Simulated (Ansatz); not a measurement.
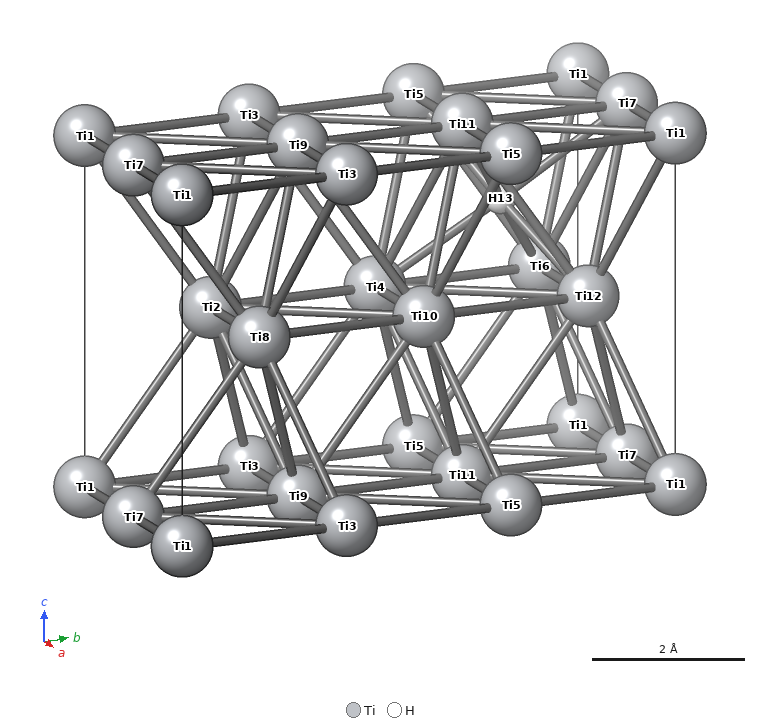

*The starting structure (ball-and-stick view of the cell of the calculation, seen slightly off an axis; atoms are numbered from 1 in the order of the input). An atom can appear more than once, as a periodic image.*

Near neighbours in the periodic cell (some may lie outside the picture): Ti has 12 Ti at 2.90 to 2.95 Å; Ti has 1 H at 2.04 to 2.10 Å and 12 Ti at 2.90 to 2.95 Å; H has 6 Ti at 2.04 to 2.10 Å.

Geometry relaxation of Ti12H (part 1 of 2)

Ti12H (defect cell, 13 atoms in the cell), computed with DFT PBE, scalar-relativistic, plane waves, PAW, no spin polarisation (Ansatz 0.2.0).

It belongs to a series of runs on one base structure; here: end point A relaxed. Figures and captions count atoms from 1; the log counts them from 0 in places.

**Input file**
```yaml
crystal:
  lattice:
    - [5.9, 0.0, 0.0]
    - [-4.425, 7.664325, 0.0]
    - [0.0, 0.0, 4.6846]
  atoms:
    - { symbol: Ti, position: [0.0, 0.0, 0.0] }
    - { symbol: Ti, position: [0.1666667, 0.2222222, 0.5] }
    - { symbol: Ti, position: [0.0, 0.3333333, 0.0] }
    - { symbol: Ti, position: [0.1666667, 0.5555556, 0.5] }
    - { symbol: Ti, position: [0.0, 0.6666667, 0.0] }
    - { symbol: Ti, position: [0.1666667, 0.8888889, 0.5] }
    - { symbol: Ti, position: [0.5, 0.0, 0.0] }
    - { symbol: Ti, position: [0.6666667, 0.2222222, 0.5] }
    - { symbol: Ti, position: [0.5, 0.3333333, 0.0] }
    - { symbol: Ti, position: [0.6666667, 0.5555556, 0.5] }
    - { symbol: Ti, position: [0.5, 0.6666667, 0.0] }
    - { symbol: Ti, position: [0.6666667, 0.8888889, 0.5] }
    - { symbol: H, position: [0.3324537, 0.7768389, 0.7404604] }
basis:
  ecutwfc: 420.0
kpoints:
  mp_grid: { grid: [4, 3, 5] }
hamiltonian:
  xc: pbe
scf:
  occupations: { method: fermi_dirac, width: 0.15 }
  lower_state_search: "off"
relax:
  f_tol: 0.03
  max_steps: 60
  adjacent_minimum: "off"
output:
  write_density: true
  write_potential: true
  elf: true
  volumetric_format: npy
```

Run as:
```bash
ansatz run input.yaml --threads 4 --pin off --max-ram 10240MiB --backend cpu --events-out ev --progress --plain --runs-dir out
```

**Log**
```
band count auto-derived: 90 (N_el = 145.0; filled up to band 73; 87 by the electrons, moments and atoms)
Engine: ansatz 0.2.0, x86_64-unknown-linux-gnu
Pseudopotentials: kind: paw
Pseudopotential: Ti, paw, valence charge 12, recommended cutoff 420 eV (normal), Ti.paw.azcp
Pseudopotential: H, paw, valence charge 1, recommended cutoff 420 eV (normal), H.paw.azcp
Functional definition: PBE
  parameter kappa = 0.804
  parameter beta = 0.06672455060314922
  exchange = pbe_x(kappa = kappa, mu = beta*pi^2/3)
  correlation = pbe_c(beta = beta)
Crystal: 13 atoms, lattice volume = 211.835 Å³
Basis set: ecut = 420 eV, 4161 PW (Γ), exchange–correlation on 80×120×64 points (8 copies of the dense FFT grid, shifted against one another)
Bands: 90, of which v1, the nominal top of the filled ones, is band 73 counted from 1 (72 counted from 0)
Symmetry: 1 space group operations
Space group: P1 (ITA 1), of the structure as read, at distance tolerance 6.0e-5 Å
k-points: 31 of 60 (time reversal used)
Non-local potential: Ti, projectors of the file, l = 0: 3, l = 1: 2, l = 2: 3, l = 3: 1
Non-local potential: H, projectors of the file, l = 0: 2, l = 1: 1
PAW form: soft (Blöchl's): semilocal exchange-correlation on the pseudo side does not see the compensation charge
PAW one-centre angular grid: Ti, 590 points (default); XC on 64 Gauss nodes
PAW one-centre angular grid: H, 110 points (default); XC on 64 Gauss nodes
Initial density: superposition of atomic densities (neutral atoms: chi_scale 0, normalization atom), corrected by the library's trained network
Initial wavefunctions: pseudopotential atomic-orbital guess
Functional: x = pbe(κ = 0.804, μ = 0.2195149727645171), c = pbe(β = 0.06672455060314922)
SCF iter   1: F=—  HF=-30012.850710 eV  |F-HF|=—  |Δ(HF+E_count)|=         —  Δρ=4.67e-3  dr2=6.83e-2  ethr=1.77e-3  ⟨swp⟩=6.6  Hψ=10782  notcnv=0
preconditioner: auto → Kerker (q_TF=auto, 2.561 Å⁻¹)  [metal: Δε(μ)=0.024 eV  Ē_g=2.607 eV  σ=0.150 eV  W_gap=0.04  n_scr=64 (ndim 8)  ℏωp=17.9 eV  f_vac=0.000  D(μ)=15.98/eV (n_scr^D=192)]
SCF iter   2: F=—  HF=-30012.847493 eV  |F-HF|=—  |Δ(HF+E_count)|=   3.22e-3  Δρ=2.24e-3  dr2=1.35e-2  ethr=4.71e-5  ⟨swp⟩=2.1  Hψ=3490  notcnv=0
SCF iter   3: F=—  HF=-30012.848314 eV  |F-HF|=—  |Δ(HF+E_count)|=   8.21e-4  Δρ=5.72e-4  dr2=7.99e-4  ethr=9.32e-6  ⟨swp⟩=2.3  Hψ=4029  notcnv=0
SCF iter   4: F=—  HF=-30012.848280 eV  |F-HF|=—  |Δ(HF+E_count)|=   3.42e-5  Δρ=1.65e-4  dr2=6.24e-5  ethr=5.51e-7  ⟨swp⟩=2.2  Hψ=4024  notcnv=0
iter 5 did not close the SCF: its close was put off for the readings that it lacked (scf_convergence_deferred on its scf_iter line)
SCF iter   5: F=-30012.848266 eV  HF=-30012.848266 eV  |F-HF|=2.79e-7  |Δ(HF+E_count)|=   1.43e-5  Δρ=4.21e-5  dr2=2.35e-6  ethr=4.30e-8  ⟨swp⟩=3.4  Hψ=6475  notcnv=0
SCF iter   6: F=-30012.848266 eV  HF=-30012.848266 eV  |F-HF|=2.79e-8  |Δ(HF+E_count)|=   6.47e-7  Δρ=8.49e-6  dr2=1.17e-7  ethr=1.62e-9  ⟨swp⟩=6.9  Hψ=19644  notcnv=0
SCF 1 converged in 6 iterations: F = -30012.848266 eV  dr2 = 1.17e-7
  greatest PAW one-centre occupation: 0.999 electrons in one spin orbital (limit 2), on the Ti atom at site 8 (counted from 0), in its partial waves of l = 0
relax step   1: F+E_penalty+E_count = -30012.84826620 eV  Δ(F+E_penalty+E_count) = +0.000e0 eV  max|allowed force component| = 3.239e-1 eV/Å  Δτ_max = 0.0000 Å  (6 SCF iters, dr2 threshold 2.25e-5 eV, accepted)
Initial density: handed on by an earlier stage of this run
Initial wavefunctions: those handed on with the density
iter 1 solved again at ethr=1.97e-3 eV; its pass at ethr=3.10e-3 eV (dr2=2.86e0 eV) is discarded
SCF iter   1: F=—  HF=-30013.024386 eV  |F-HF|=—  |Δ(HF+E_count)|=         —  Δρ=1.65e-2  dr2=2.73e0  ethr=1.97e-3  ⟨swp⟩=1.0  Hψ=8558  notcnv=0
preconditioner: auto → Kerker (q_TF=auto, 2.561 Å⁻¹)  [metal: Δε(μ)=0.001 eV  Ē_g=2.603 eV  σ=0.150 eV  W_gap=0.00  n_scr=64 (ndim 8)  ℏωp=17.9 eV  f_vac=0.000  D(μ)=15.79/eV (n_scr^D=190)]
SCF iter   2: F=—  HF=-30012.902806 eV  |F-HF|=—  |Δ(HF+E_count)|=   1.22e-1  Δρ=6.67e-3  dr2=5.67e-1  ethr=1.88e-3  ⟨swp⟩=1.0  Hψ=2790  notcnv=0
SCF iter   3: F=—  HF=-30012.861277 eV  |F-HF|=—  |Δ(HF+E_count)|=   4.15e-2  Δρ=1.43e-3  dr2=1.22e-2  ethr=3.91e-4  ⟨swp⟩=1.1  Hψ=3060  notcnv=0
SCF iter   4: F=—  HF=-30012.859697 eV  |F-HF|=—  |Δ(HF+E_count)|=   1.58e-3  Δρ=3.00e-4  dr2=2.90e-4  ethr=8.38e-6  ⟨swp⟩=2.2  Hψ=4149  notcnv=0
SCF iter   5: F=—  HF=-30012.859818 eV  |F-HF|=—  |Δ(HF+E_count)|=   1.21e-4  Δρ=9.84e-5  dr2=4.09e-5  ethr=2.00e-7  ⟨swp⟩=2.4  Hψ=4081  notcnv=0
SCF iter   6: F=-30012.859813 eV  HF=-30012.859814 eV  |F-HF|=1.45e-6  |Δ(HF+E_count)|=   3.73e-6  Δρ=2.83e-5  dr2=2.30e-6  ethr=4.52e-9  ⟨swp⟩=10.1  Hψ=24193  notcnv=0
SCF 2 converged in 6 iterations: F = -30012.859813 eV  dr2 = 2.30e-6
  greatest PAW one-centre occupation: 0.999 electrons in one spin orbital (limit 2), on the Ti atom at site 9 (counted from 0), in its partial waves of l = 0
relax step   2: F+E_penalty+E_count = -30012.85981252 eV  Δ(F+E_penalty+E_count) = -1.155e-2 eV  max|allowed force component| = 3.508e-1 eV/Å  Δτ_max = 0.0736 Å  (6 SCF iters, dr2 threshold 6.56e-6 eV, accepted)
iter 1 solved again at ethr=4.07e-4 eV; its pass at ethr=3.10e-3 eV (dr2=5.91e-1 eV) is discarded
SCF iter   1: F=—  HF=-30012.923506 eV  |F-HF|=—  |Δ(HF+E_count)|=         —  Δρ=7.64e-3  dr2=6.15e-1  ethr=4.07e-4  ⟨swp⟩=1.0  Hψ=7629  notcnv=0
preconditioner: auto → Kerker (q_TF=auto, 2.561 Å⁻¹)  [metal: Δε(μ)=0.005 eV  Ē_g=2.613 eV  σ=0.150 eV  W_gap=0.01  n_scr=64 (ndim 8)  ℏωp=17.9 eV  f_vac=0.000  D(μ)=16.05/eV (n_scr^D=192)]
SCF iter   2: F=—  HF=-30012.897693 eV  |F-HF|=—  |Δ(HF+E_count)|=   2.58e-2  Δρ=3.10e-3  dr2=1.26e-1  ethr=4.07e-4  ⟨swp⟩=1.0  Hψ=2790  notcnv=0
SCF iter   3: F=—  HF=-30012.889102 eV  |F-HF|=—  |Δ(HF+E_count)|=   8.59e-3  Δρ=6.20e-4  dr2=2.15e-3  ethr=8.70e-5  ⟨swp⟩=1.2  Hψ=2799  notcnv=0
SCF iter   4: F=—  HF=-30012.889010 eV  |F-HF|=—  |Δ(HF+E_count)|=   9.20e-5  Δρ=1.29e-4  dr2=6.04e-5  ethr=1.48e-6  ⟨swp⟩=3.0  Hψ=4473  notcnv=0
iter 5 did not close the SCF: its close was put off for the readings that it lacked (scf_convergence_deferred on its scf_iter line)
SCF iter   5: F=-30012.888998 eV  HF=-30012.889003 eV  |F-HF|=5.75e-6  |Δ(HF+E_count)|=   6.66e-6  Δρ=4.01e-5  dr2=7.37e-6  ethr=4.17e-8  ⟨swp⟩=2.7  Hψ=4208  notcnv=0
SCF iter   6: F=-30012.889002 eV  HF=-30012.889003 eV  |F-HF|=2.91e-7  |Δ(HF+E_count)|=   6.85e-7  Δρ=1.28e-5  dr2=4.06e-7  ethr=5.08e-9  ⟨swp⟩=6.9  Hψ=19479  notcnv=0
SCF 3 converged in 6 iterations: F = -30012.889002 eV  dr2 = 4.06e-7
relax step   3: F+E_penalty+E_count = -30012.88900247 eV  Δ(F+E_penalty+E_count) = -2.919e-2 eV  max|allowed force component| = 1.903e-2 eV/Å  Δτ_max = 0.0406 Å  (6 SCF iters, dr2 threshold 7.69e-6 eV, accepted)
iter 1 solved again at ethr=2.77e-10 eV; its pass at ethr=3.10e-3 eV (dr2=4.01e-7 eV) is discarded
SCF iter   1: F=—  HF=-30012.888828 eV  |F-HF|=—  |Δ(HF+E_count)|=         —  Δρ=1.28e-5  dr2=4.00e-7  ethr=2.77e-10  ⟨swp⟩=1.0  Hψ=6710  notcnv=0
preconditioner: auto → Kerker (q_TF=auto, 2.561 Å⁻¹)  [metal: Δε(μ)=0.002 eV  Ē_g=2.607 eV  σ=0.150 eV  W_gap=0.00  n_scr=64 (ndim 8)  ℏωp=17.9 eV  f_vac=0.000  D(μ)=15.89/eV (n_scr^D=190)]
SCF iter   2: F=—  HF=-30012.889003 eV  |F-HF|=—  |Δ(HF+E_count)|=   1.75e-4  Δρ=6.72e-6  dr2=1.26e-7  ethr=2.76e-10  ⟨swp⟩=3.0  Hψ=5487  notcnv=0
iter 3 did not close the SCF: its close was put off for the readings that it lacked (scf_convergence_deferred on its scf_iter line)
SCF iter   3: F=-30012.889003 eV  HF=-30012.889003 eV  |F-HF|=7.32e-9  |Δ(HF+E_count)|=   2.40e-8  Δρ=2.26e-6  dr2=1.59e-8  ethr=8.68e-11  ⟨swp⟩=2.3  Hψ=3403  notcnv=0
iter 4 did not close the SCF: its close was put off for the readings that it lacked (scf_convergence_deferred on its scf_iter line)
SCF iter   4: F=-30012.889003 eV  HF=-30012.889003 eV  |F-HF|=4.73e-10  |Δ(HF+E_count)|=   3.65e-9  Δρ=3.06e-7  dr2=5.72e-10  ethr=1.10e-11  ⟨swp⟩=2.2  Hψ=3668  notcnv=0
iter 5 did not close the SCF: its close was put off for the readings that it lacked (scf_convergence_deferred on its scf_iter line)
SCF iter   5: F=-30012.889003 eV  HF=-30012.889003 eV  |F-HF|=1.82e-11  |Δ(HF+E_count)|=  7.28e-11  Δρ=8.55e-8  dr2=3.40e-11  ethr=1.00e-12  ⟨swp⟩=2.1  Hψ=2839  notcnv=0
SCF iter   6: F=-30012.889003 eV  HF=-30012.889003 eV  |F-HF|=7.28e-12  |Δ(HF+E_count)|=    0.00e0  Δρ=1.82e-8  dr2=7.62e-13  ethr=1.00e-12  ⟨swp⟩=4.0  Hψ=11289  notcnv=0
SCF 4 converged in 6 iterations: F = -30012.889003 eV  dr2 = 7.62e-13
relax step   4: F+E_penalty+E_count = -30012.88900266 eV  Δ(F+E_penalty+E_count) = -1.962e-7 eV  max|allowed force component| = 1.896e-2 eV/Å  Δτ_max = 0.0000 Å  (6 SCF iters, accepted)
```

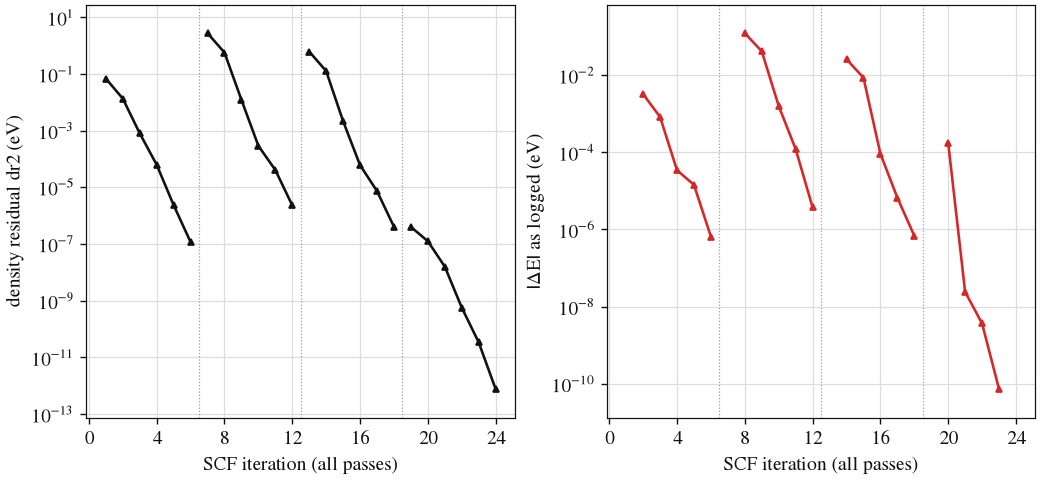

*Convergence of the self-consistent field: density residual dr2 and size of the energy change against the SCF iteration. The dotted lines part the SCF passes of the relaxation: geometry steps, rejected trials and re-solves on a re-selected basis.*

The passes take 6, 6, 6 and 6 iterations.

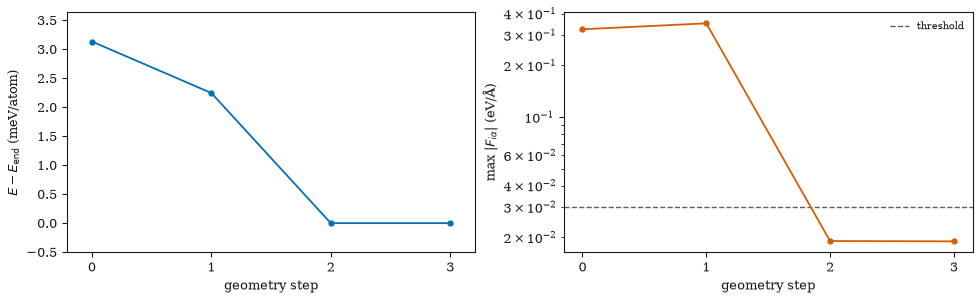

*Progress of the relaxation, step by step (the first geometry is step 0 here and step 1 in the log).*

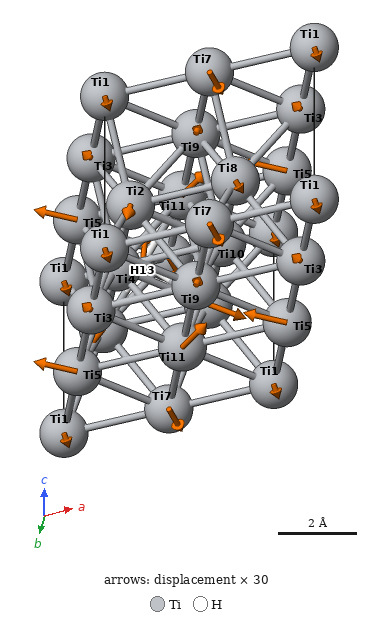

*The starting structure with the displacements as orange arrows, magnified 30 times (ball-and-stick view of the cell of the calculation, seen at an oblique angle).*

The largest move is that of Ti5, 0.039 Å. By element the largest moves are Ti 0.039 Å, H 0.037 Å. The lattice vectors keep their values. Among the contacts that change: Ti5–Ti11 2.950 → 3.015 Å, Ti4–Ti12 2.950 → 3.004 Å, Ti12–H13 2.046 → 2.098 Å, Ti6–H13 2.044 → 2.096 Å. The energy falls by 3.1 meV per atom in 3 geometry steps. The largest force component goes from 0.32 to 0.019 eV/Å. (Atoms are counted from 1 in the order of the input.)

```
NSCF: frozen V_eff on 31 k-points
the band table was solved once a step of the walk had ended and its energy, with any forces and stress, was formed, with the checks that follow a solve (9989 applications of the Hamiltonian). They found nothing against the state; the energy, forces and stress were not computed again (output.eigenvalues in the input reference)
SCF converged after 6 iterations
Free energy (F): -30012.889003 eV
Harris-Foulkes:  -30012.889003 eV  (|F-HF|=7.28e-12)
Internal energy: -30011.661518 eV  (E = F + TS)
E sigma→0 (E₀):  -30012.275261 eV
Entropy (-TS):   -1.227484 eV (-94.422 meV/atom)
Fermi energy:    13.191302 eV
--- Per-component energies (eV) ---
  E_band       = -1907.803159
  E_kinetic    = 3281.342731
  E_local      = -9821.689824  (includes V_loc(G=0)·N_el)
  E_nonlocal   = 98.567172
  E_hartree    = 4029.722622
  E_xc         = -1178.431360
  E_vxc        = -1474.683917  (∫ρ·V_xc dr)
  E_paw        = -12571.346117  (= ΣΔE_a)
  E_vpaw       = -2050.784846  (= ΣTr[D̂ρ^β])
  E_aug_tail   = 0.000274  (compensation charges beyond the density's cutoff)
  E_ewald      = -13849.827018
  E_smearing   = -1.227484  (= −TS)
  E_closure    = -0.000000  (closes the sum)
  Σ components = -30012.889003   (vs F -30012.889003, Δ=0.00e0)
--- Forces (eV/Å), atoms counted from 1 ---
  atom   1  Ti     0.00428320     0.00017901     0.00499939
  atom   2  Ti     0.00668482     0.00163321    -0.01560210
  atom   3  Ti     0.01038849     0.01162146     0.00900620
  atom   4  Ti     0.00365529    -0.01508310    -0.01335774
  atom   5  Ti     0.01245065    -0.00244210     0.01147485
  atom   6  Ti    -0.01467557     0.01080357    -0.01860259
  atom   7  Ti    -0.00446768    -0.01135678     0.00258899
  atom   8  Ti    -0.00517213    -0.00748547    -0.00518529
  atom   9  Ti    -0.01185601    -0.00302531     0.01300894
  atom  10  Ti    -0.00316593     0.00120868     0.00359845
  atom  11  Ti    -0.01343912    -0.00314742     0.01064839
  atom  12  Ti     0.01464449     0.01221777    -0.01896050
  atom  13  H      0.00066952     0.00487648     0.01638311
  max |Σ_I F_I| component: 9.50e-8 eV/Å
--- Band table (eV; the first three rows and the last of 31) ---
  k-point 0: bands = ["-43.5970", "-43.5303", "-43.5056", "-43.5034", "-43.4886", "-43.4819", "-43.4647", "-43.4497", "-43.4372", "-43.4229", "-43.4159", "-43.4122", "-20.1723", "-20.0413", "-19.9917", "-19.9821", "-19.9675", "-19.9616", "-19.9270", "-19.9231", "-19.9146", "-19.8961", "-19.8839", "-19.8756", "-19.8638", "-19.8594", "-19.8196", "-19.8127", "-19.7630", "-19.7342", "-19.7088", "-19.6975", "-19.6868", "-19.6736", "-19.6459", "-19.6407", "-19.6319", "-19.5959", "-19.5823", "-19.5796", "-19.5758", "-19.5676", "-19.5439", "-19.5304", "-19.5240", "-19.4810", "-19.4748", "-19.4719", "5.8738", "8.0475", "9.5764", "10.0853", "10.5301", "10.8142", "10.8795", "10.9864", "11.2036", "11.4611", "11.4939", "11.5293", "11.5653", "11.5995", "11.6202", "11.7317", "11.8199", "12.1820", "12.2786", "12.4562", "12.5793", "12.6330", "13.3554", "13.5441", "13.6588", "13.7233", "13.7560", "13.8031", "13.8542", "13.9104", "13.9425", "13.9686", "13.9816", "13.9985", "14.0125", "14.0415", "14.0679", "14.0964", "14.2851", "14.3316", "14.3656", "14.4721"]
```
